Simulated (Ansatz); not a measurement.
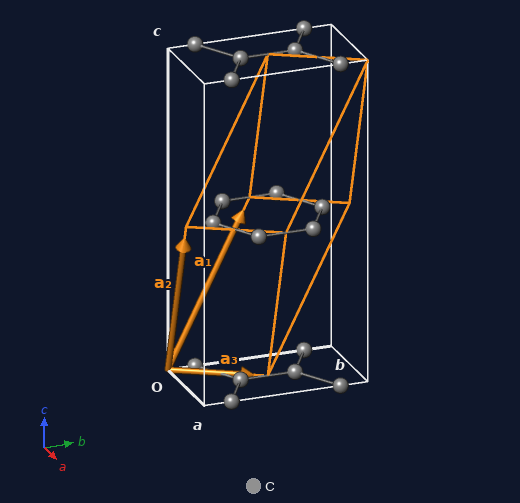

Crystal: C, the geometry relaxed with DFT PBE, scalar-relativistic, plane waves, PAW (Ansatz 0.2.0); the starting structure was generated, so it need not be a known form of this composition. The conventional cell (thin) and a primitive cell (coloured, vectors a₁, a₂, a₃). Symmetry computed with spglib at a tolerance of 0.002 Å; standard conventional cell.

a = 2.467 Å, b = 4.272 Å, c = 8.465 Å, α = 90.00°, β = 90.00°, γ = 90.00°.

**What is the centring, and how are the primitive vectors built?**

F, face-centred orthorhombic, with lattice points at (0, 0, 0), (1/2, 0, 1/2), (1/2, 1/2, 0), (0, 1/2, 1/2). a₁ = 1/2 b + 1/2 c; a₂ = 1/2 a + 1/2 c; a₃ = 1/2 a + 1/2 b.

**Give the primitive cell's size and content.**

Edges 4.741, 4.408, 2.466 Å; angles 81.96°, 67.03°, 31.01°; volume 22.30 Å³, 1/4 of the conventional cell; 2 of its 8 atoms.
